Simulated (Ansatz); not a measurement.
```xyz
33
Lattice="8.1000 0.0000 0.0000 0.0000 8.1000 0.0000 0.0000 0.0000 8.1000" Properties=species:S:1:pos:R:3 pbc="T T T"
Al    4.0971    8.0982    8.0993
Al    6.0750    2.0348    8.0998
Al    6.0750    8.0998    2.0351
Al    8.0532    8.0983    8.0993
Al    2.0249    2.0764    8.0992
Al    4.0605    4.0505    8.0999
Al    6.0750    6.0644    0.0000
Al    2.0249    8.0982    2.0736
Al    4.0472    2.0225    2.0223
Al    6.0750    4.0504    2.0321
Al    4.0604    8.0998    4.0502
Al    6.0750    2.0324    4.0502
Al    6.0750    8.0998    6.0645
Al    8.0894    4.0505    8.0999
Al    2.0249    6.0303    8.0994
Al    0.0028    2.0225    2.0223
Al    2.0250    4.0504    2.0354
Al    4.0468    6.0786    2.0220
Al    8.0896    8.0998    4.0502
Al    2.0250    2.0348    4.0501
Al    4.0570    4.0503    4.0502
Al    6.0750    6.0681    4.0501
Al    2.0249    8.0983    6.0292
Al    4.0469    2.0223    6.0782
Al    6.0750    4.0503    6.0680
Al    0.0032    6.0786    2.0220
Al    8.0930    4.0503    4.0502
Al    2.0250    6.0643    4.0503
Al    0.0032    2.0223    6.0782
Al    2.0250    4.0506    6.0643
Al    4.0470    6.0786    6.0783
Al    0.0031    6.0786    6.0783
H     2.0272    0.0560    0.0236
```

Computed without spin polarisation.

These are results of DFT PBE-D3(BJ), scalar-relativistic, plane waves, PAW (Ansatz), not measurements.

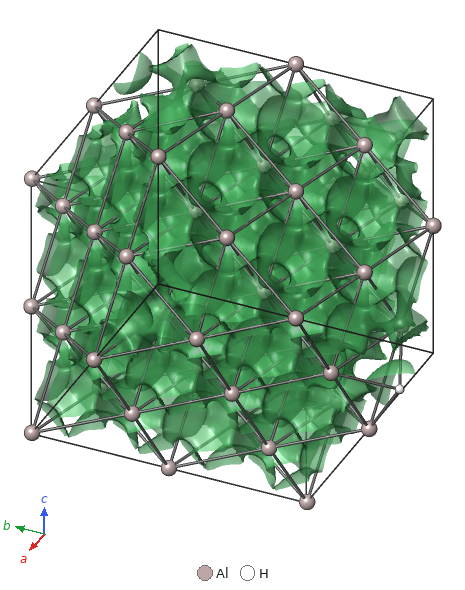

Al32H (cell with a defect). Isosurface of the ELF at 0.55 (green), seen at an oblique angle. Only the valence region is drawn (cores and ρ < 0.01 e/Å³ removed). Sticks mark near contacts.

Where are the electrons localised?

At this value the surface marks out one region around a hydrogen nucleus and one network that runs through the whole crystal, counted in one cell of 33 atoms. Regions shared between cells count once. Along the contacts the grid gives the following. Al–H (2.02 Å): the ELF climbs to about 1 towards the hydrogen. Al–Al (2.84 Å): the ELF peaks at about 0.65 between the atoms.

Does the calculation give a band gap?

It is gapless in this calculation (a metal or semimetal).
